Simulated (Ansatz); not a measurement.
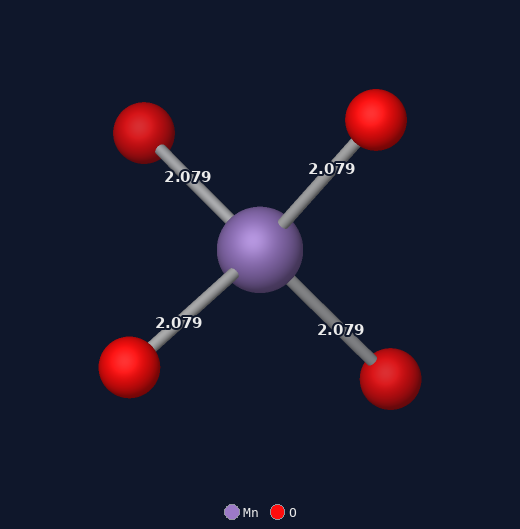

The surroundings of site Mn1 (at 0.250, 0.250, 0.250) in MnO in space group F-43m, with bond lengths in Å.

Source of the atomic positions: the geometry relaxed with DFT PBE, scalar-relativistic, plane waves, PAW in Ansatz; the starting structure was generated, so it need not be a known form of this composition.

```xyz
8
Lattice="4.8008 0.0000 0.0000 0.0000 4.8008 0.0000 0.0000 0.0000 4.8008" Properties=species:S:1:pos:R:3 pbc="T T T"
Mn    1.2002    1.2002    1.2002
O     2.4004    0.0000    0.0000
Mn    1.2002    3.6006    3.6006
O     2.4004    2.4004    2.4004
Mn    3.6006    1.2002    3.6006
O     0.0000    0.0000    2.4004
Mn    3.6006    3.6006    1.2002
O     0.0000    2.4004    0.0000
```

Bond valence s = exp((R0 − d)/b), R0 fitted to published crystal structures with b = 0.37 Å, summed over all anions within 5 Å; R0 in Å: Mn2+–O 1.783; Mn3+–O 1.745; Mn4+–O 1.757; Mn7+–O 1.813.

Q: Which oxidation state of Mn do these bonds support?

A: With the Mn2+ parameters the computed sum is 4 × 0.449 = 1.80. With the Mn3+ parameters the computed sum is 4 × 0.405 = 1.62. With the Mn4+ parameters the computed sum is 4 × 0.419 = 1.68. With the Mn7+ parameters the computed sum is 4 × 0.487 = 1.95. The sum matches its own assumption best for Mn2+, which also balances the formula's charge.

Q: And over the whole structure?

A:
```json
{"site": "Mn1", "x, y, z": "0.250, 0.250, 0.250", "formal valence": "+2", "bond-valence sum": "1.83", "difference": "-0.17"}
{"site": "O1", "x, y, z": "0.500, 0.000, 0.000", "formal valence": "−2", "bond-valence sum": "1.83", "difference": "-0.17"}
```

These sums include all anions within 5 Å. The global instability index (root mean square of the differences over all atoms) is 0.17 v.u.: moderate strain, common in real structures. Cells relaxed with PBE tend to have slightly long bonds, which lowers the sums.
